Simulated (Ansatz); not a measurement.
System: Mo, space group P6/mmm (No. 191).

Starting cell:
```xyz
2
Lattice="2.7423 0.0000 0.0000 1.3712 -2.3749 -2.4921 1.3712 2.3749 -2.4921" Properties=species:S:1:pos:R:3 pbc="T T T"
Mo    2.7423    0.0000   -1.2460
Mo    2.7423    0.0000   -3.7381
```

Displacement pattern for amplitude 1 (x, y, z for each atom, in the order of the cell):
```tsv
atom	x	y	z
Mo1	1.00	0.00	0.00
Mo2	-1.00	0.00	0.00
```

How it was computed, with Ansatz 0.2.0: a normal mode of the cell frozen into a crystal at growing amplitude, by plane-wave density functional theory with PAW datasets, free energies less that of the undisturbed cell, pressure positive in compression; scalar-relativistic. Level: PBEsol, no spin polarisation.

| setting | value |
| --- | --- |
| wave cutoff | 420 eV |
| k mesh | 24×24×24 |
| occupations | Gaussian |
| smearing width | 0.15 eV |
| k shift | (0, 0, 0) (mesh steps) |
| start | relaxed |

The points at mode amplitude −0.3, −0.1, 0.2 and 0.4 follow from computed ones by symmetry.

What does the calculation give for the energy change, force along the mode and pressure against mode amplitude? The mode amplitude takes the values −0.40, −0.30, −0.20, −0.10, 0.00, 0.05, 0.10, 0.15, 0.20, 0.25, 0.30, 0.35, 0.40 Å.

The energy rises on both sides of the starting structure, which is therefore a minimum along this path. The energy change is 28.9 meV/cell at mode amplitude −0.40 Å and 28.9 meV/cell at 0.40 Å; the lowest computed point is at mode amplitude 0.00 Å (0.0 meV/cell); there is a further local minimum at 0.35 Å (27.6 meV/cell); the curve passes over a maximum at 0.30 Å (29.4 meV/cell) and turns down again towards the edge of the range. The force along the mode goes from 0.1632 eV/Å at mode amplitude −0.40 Å to −0.1632 eV/Å at 0.40 Å, not monotonically, with a low of −0.2260 eV/Å at 0.15 Å, and changes sign near 0.00 Å, 0.32 Å and 0.37 Å. The pressure goes from 2.780 GPa at mode amplitude −0.40 Å to 2.780 GPa at 0.40 Å, not monotonically, with a low of 0.242 GPa at 0.00 Å. The phonon wavenumber is 31.8 cm⁻¹.

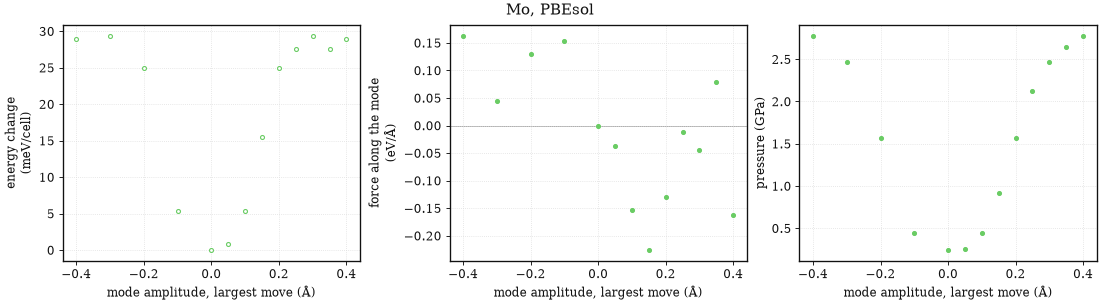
